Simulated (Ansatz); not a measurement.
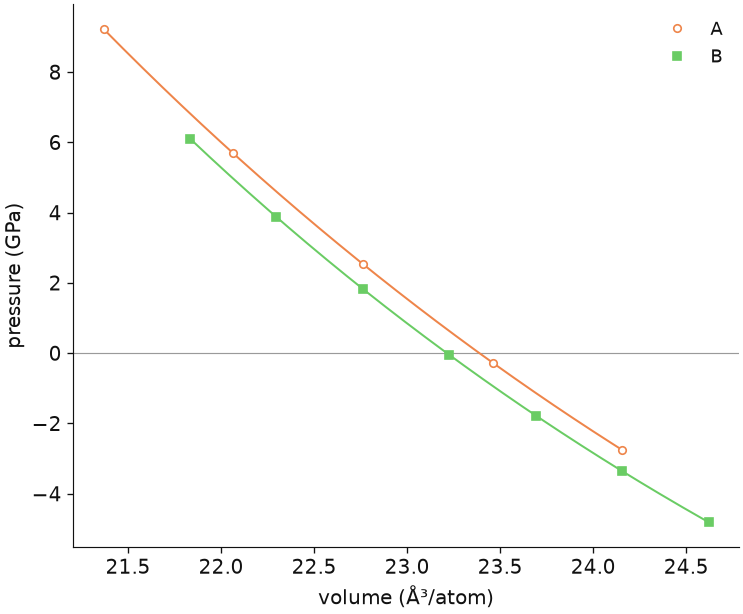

The picture above shows the pressure against volume, with one curve for each functional, for Zr (space group Fm-3m). The labels are replaced by letters. In alphabetical order the cases are: PBE; r2SCAN.

Computed with Ansatz 0.2.0 development build: equation of state of a cubic crystal from periodic Kohn-Sham density functional theory without spin, third-order Birch-Murnaghan fit to the free energies; pressure corrected for the finite basis.

- structure type: fcc
- atoms in cell: 1
- space group number: 225
- lattice centring: face-centred primitive
- occupation method: Fermi–Dirac
- datasets: soft-1 PAW
- density tolerance: 1e−07 eV
- bands: 10
- density cutoff ratio: 4
- search for lower states: default

> Which letter stands for which functional?

A: r2SCAN; B: PBE.

Note: cubic model structure, not the ambient form.
